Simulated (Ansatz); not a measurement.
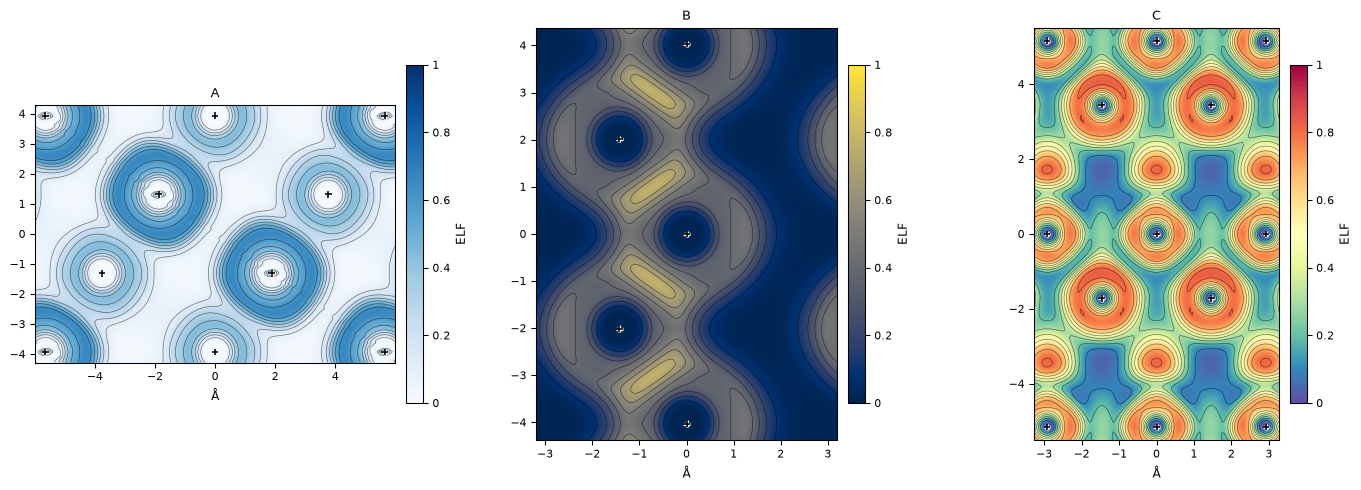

The ELF of 3 systems, each on a plane through atoms (crosses mark nuclei in the plane).

Level of theory: DFT, PBEsol, PAW with Ansatz's default frozen-core files, scalar-relativistic in Ansatz 0.2.0.

System 1: TaN, the (110) plane of the conventional cell. Space group P-6m2; computed pressure about −17 GPa in this cell.

```cif
data_structure
_symmetry_space_group_name_H-M 'P 1'
_symmetry_Int_Tables_number 1
_cell_length_a 2.9767
_cell_length_b 2.9767
_cell_length_c 2.9209
_cell_angle_alpha 90.000
_cell_angle_beta 90.000
_cell_angle_gamma 120.000
_cell_volume 22.41
loop_
_atom_site_label
_atom_site_type_symbol
_atom_site_fract_x
_atom_site_fract_y
_atom_site_fract_z
_atom_site_occupancy
Ta1 Ta 0.33333 0.66667 0.50000 1
N1 N 0.00000 0.00000 0.00000 1
```

System 2: TePb, the (110) plane of the conventional cell. Space group R-3m; changed on purpose from its base cell (equal xy, yz and zx shear strains of +1 %, PAW files).

```
Te Pb
1.0
     3.21087    0.00000   -3.21087
    -3.21087    3.21087    0.00000
     6.51854    6.51854    6.51854
Te Pb
3 3
Direct
  0.33333 0.66667 0.16667
  0.00000 0.00000 0.50000
  0.66667 0.33333 0.83333
  0.00000 0.00000 0.00000
  0.66667 0.33333 0.33333
  0.33333 0.66667 0.66667
```

System 3: Ge, the (101) plane of the conventional cell. Space group Fd-3m.

```cif
data_structure
_symmetry_space_group_name_H-M 'P 1'
_symmetry_Int_Tables_number 1
_cell_length_a 5.6950
_cell_length_b 5.6950
_cell_length_c 5.6950
_cell_angle_alpha 90.000
_cell_angle_beta 90.000
_cell_angle_gamma 90.000
_cell_volume 184.71
loop_
_atom_site_label
_atom_site_type_symbol
_atom_site_fract_x
_atom_site_fract_y
_atom_site_fract_z
_atom_site_occupancy
Ge1 Ge 0.00000 0.00000 0.00000 1
Ge2 Ge 0.50000 0.50000 0.00000 1
Ge3 Ge 0.50000 0.00000 0.50000 1
Ge4 Ge 0.00000 0.50000 0.50000 1
Ge5 Ge 0.25000 0.25000 0.25000 1
Ge6 Ge 0.75000 0.75000 0.25000 1
Ge7 Ge 0.75000 0.25000 0.75000 1
Ge8 Ge 0.25000 0.75000 0.75000 1
```

> Which map belongs to which system?

Panel A is system 2, TePb: the plane holds Te and Pb. Te–Pb (3.23 Å): the ELF peaks at about 0.65 in the valence shell of Te, 1.3 Å from its nucleus, and drops to about 0.25 between the two atoms. Panel B is system 3, Ge: the plane holds Ge. Ge–Ge (2.47 Å): the ELF peaks at about 0.75 between the atoms. Panel C is system 1, TaN: the plane holds Ta and N. Ta–N (2.26 Å): the ELF peaks at about 0.80 in the valence shell of N, 0.7 Å from its nucleus, and is about 0.20 at the midpoint: no localised pair shows between them.
